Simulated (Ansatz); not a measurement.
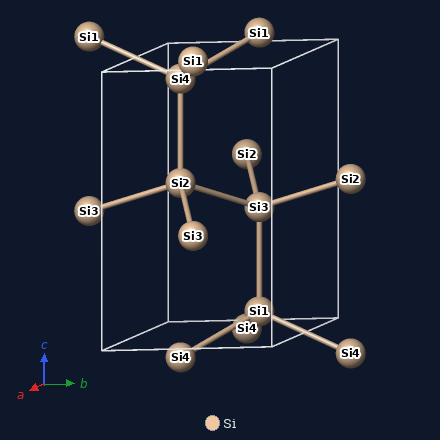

The system is Si (P6_3/mmc, No. 194; 4 atoms in the cell); the picture shows the reference structure. 
- The energy is mapped over a free internal coordinate and the cell.
- First axis: shift of Si1 along [0 0 1] of the conventional cell, Cartesian (0 0 1), its symmetry partners moved as symmetry demands (measured in the relaxed cell). Second axis: c/a of the conventional cell at fixed volume.
- Nothing is relaxed (all other coordinates fixed).
- The grid has 11 × 11 points.
- Points are written as (first, second).
- Energies: meV/atom, counted from the lowest grid point.
- The band gap closes in part of the range.
- The calculation used DFT PBE, scalar-relativistic, plane waves, PAW in Ansatz 0.2.0. Settings: cutoff 420 eV, k-mesh 12×12×6 in the order of the run's cell vectors, gaussian smearing 0.05 eV, no spin polarisation.

Its coordinates:

```xyz
4
Lattice="3.8511 0.0000 0.0000 -1.9255 3.3351 0.0000 0.0000 0.0000 6.3647" Properties=species:S:1:pos:R:3 pbc="T T T"
Si    0.0000    2.2234    0.4005
Si    1.9255    1.1117    3.5829
Si    0.0000    2.2234    2.7818
Si    1.9255    1.1117    5.9641
```

Range: shift of Si1 along [0 0 1] of the conventional cell, Cartesian (0 0 1), its symmetry partners moved as symmetry demands (measured in the relaxed cell) from −0.15 to 0.15 Å; c/a of the conventional cell at fixed volume from 1.438 to 1.868.

### What landscape does the calculation give?

The lowest grid point is at (0.00 Å, 1.653). No other kind of well shows on this grid. The highest grid point, (0.15 Å, 1.438), lies 1014 meV/atom above the lowest. Round the minimum the valley is somewhat tilted: raising the first coordinate shifts the best value of the second coordinate upwards (coupling k₁₂/√(k₁₁k₂₂) about −0.5).

| second ↓, first → | −0.15 | −0.12 | −0.09 | −0.06 | −0.03 | 0.00 | 0.03 | 0.06 | 0.09 | 0.12 | 0.15 |
| --- | --- | --- | --- | --- | --- | --- | --- | --- | --- | --- | --- |
| 1.868 | 411 | 339 | 271 | 208 | 157 | 122 | 106 | 112 | 142 | 198 | 281 |
| 1.825 | 361 | 290 | 223 | 162 | 113 | 82 | 69 | 80 | 116 | 179 | 272 |
| 1.782 | 314 | 244 | 179 | 121 | 76 | 48 | 40 | 57 | 99 | 171 | 274 |
| 1.739 | 269 | 202 | 140 | 86 | 46 | 22 | 20 | 43 | 93 | 174 | 289 |
| 1.696 | 230 | 167 | 108 | 59 | 23 | 6 | 10 | 41 | 100 | 193 | 321 |
| 1.653 | 199 | 139 | 85 | 41 | 11 | 0 | 12 | 51 | 122 | 227 | 371 |
| 1.610 | 176 | 119 | 70 | 32 | 9 | 7 | 28 | 78 | 161 | 281 | 443 |
| 1.567 | 162 | 110 | 67 | 36 | 21 | 27 | 59 | 122 | 219 | 357 | 539 |
| 1.524 | 156 | 112 | 76 | 53 | 48 | 65 | 110 | 186 | 301 | 458 | 663 |
| 1.481 | 163 | 126 | 100 | 87 | 92 | 122 | 181 | 274 | 408 | 588 | 820 |
| 1.438 | 184 | 156 | 140 | 139 | 157 | 201 | 277 | 389 | 546 | 751 | 1014 |

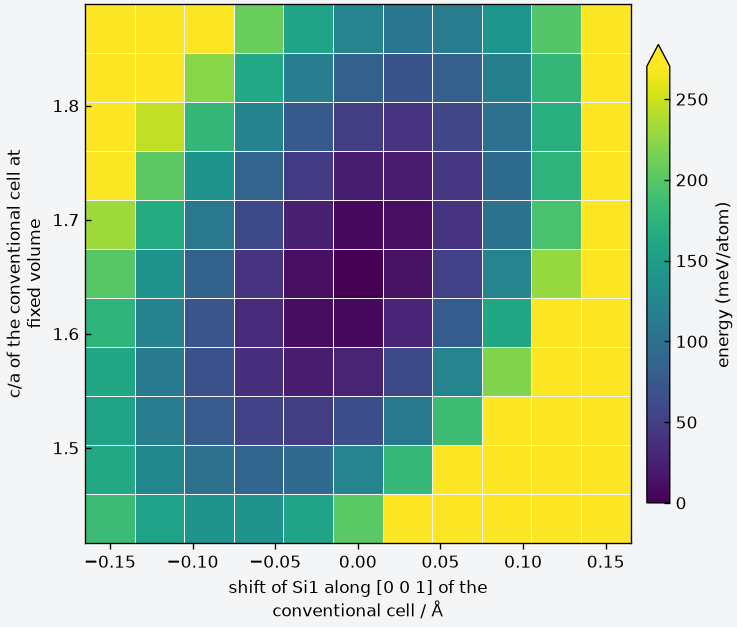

Drawn: one coloured cell a grid point, one colour for all values above the top of the scale.

Time for the 121 points that were run: 8.7 min on 2 threads of Arm Neoverse N1 (shared host).

PAW datasets: the set soft_1.
